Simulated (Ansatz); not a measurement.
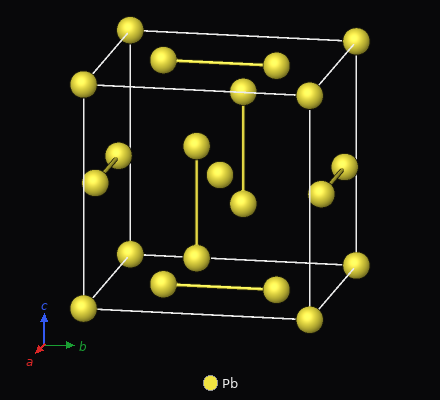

Pb (Pm-3n, No. 223): the geometry relaxed with DFT, PBE, plane waves (420 eV) with PAW, scalar-relativistic in Ansatz 0.2.0; the starting structure was generated, so it need not be a known form of this composition.

```
CELL_PARAMETERS angstrom
6.41061 0.00000 0.00000
0.00000 6.41061 0.00000
0.00000 0.00000 6.41061
ATOMIC_POSITIONS crystal
Pb 0.00000 0.00000 0.00000
Pb 0.50000 0.50000 0.50000
Pb 0.25000 0.00000 0.50000
Pb 0.75000 0.00000 0.50000
Pb 0.50000 0.25000 0.00000
Pb 0.50000 0.75000 0.00000
Pb 0.00000 0.50000 0.25000
Pb 0.00000 0.50000 0.75000
```

What will a Z-contrast image along [221] show? Simulation: incoherent imaging, intensity Z^1.8 per atom, probe width 0.50 Å, thin sample. The probe carries 25 % of its weight in a tail 2.5 times as wide. The display is stretched by a gamma of 0.65; percentages refer to the linear signal.

The columns repeat on a centred rectangular net of 3.02 × 9.07 Å (plane group c2mm). The brightest columns hold 2 Pb per repeat; in falling brightness follow 1 Pb (about 50 %). Brightness is counted from the darkest point of the image. The shortest distance between visible columns is 0.76 Å in projection (between Pb columns). Along the beam the structure repeats every 19.23 Å.

```
column  atoms along the beam per repeat  peak brightness
    Pb                             2 Pb            100 %
    Pb                             1 Pb             50 %
```

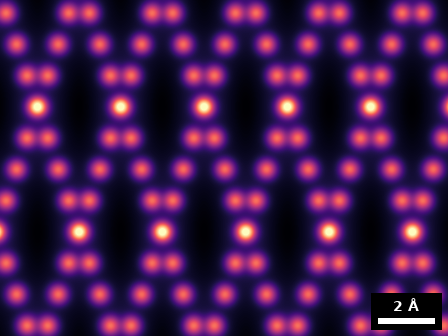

The simulated image.
